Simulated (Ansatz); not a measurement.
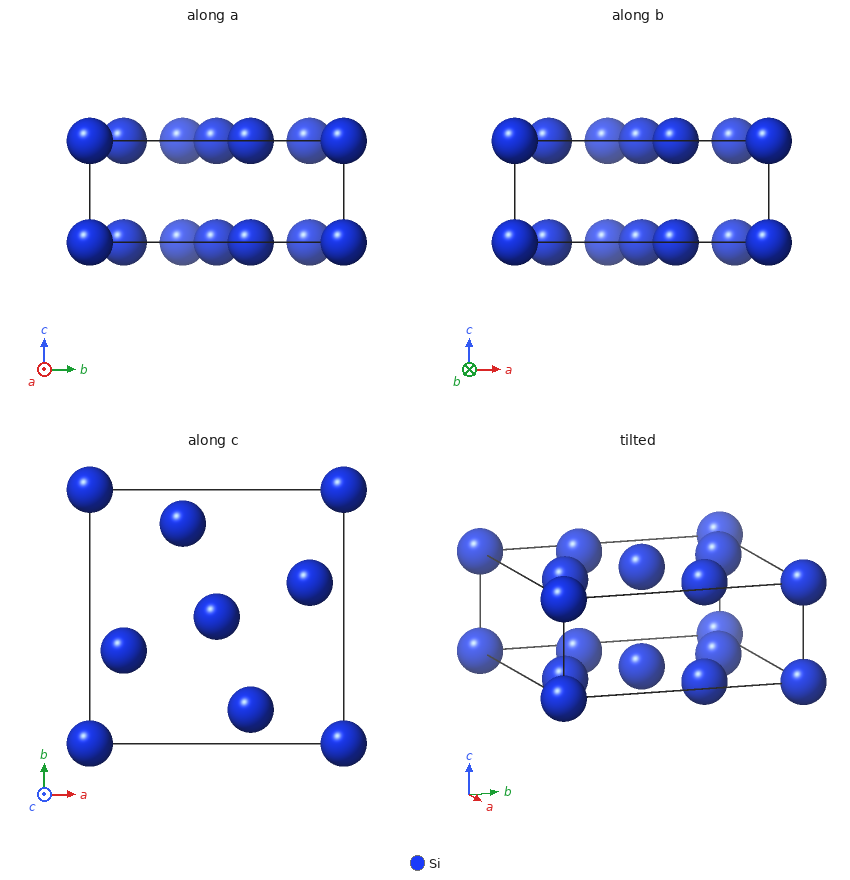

The crystal in a spheres-only representation, seen along the a axis, along the b axis, along the c axis and slightly off an axis. The outline marks the conventional unit cell.

Lattice parameters: a = 6.360 Å, b = 6.360 Å, c = 2.543 Å, α = 90.00°, β = 90.00°, γ = 90.00°. Put a along x and b in the xy plane.

Convert the drawing into a POSCAR file, with free fractional coordinates to two decimals.

Answer.
```
Si
1.0
     6.360    0.000    0.000
     0.000    6.360    0.000
     0.000    0.000    2.543
Si
6
Direct
  0.13 0.37 0.00
  0.37 0.87 0.00
  0.87 0.63 0.00
  0.63 0.13 0.00
  0.00 0.00 0.00
  0.50 0.50 0.00
```

The structure was taken from a structure type filled with this element by a generator (whether the element takes this form wasn't checked). The final geometry of a relaxation with DFT PBE, scalar-relativistic, plane waves, PAW (Ansatz 0.2.0) is shown.
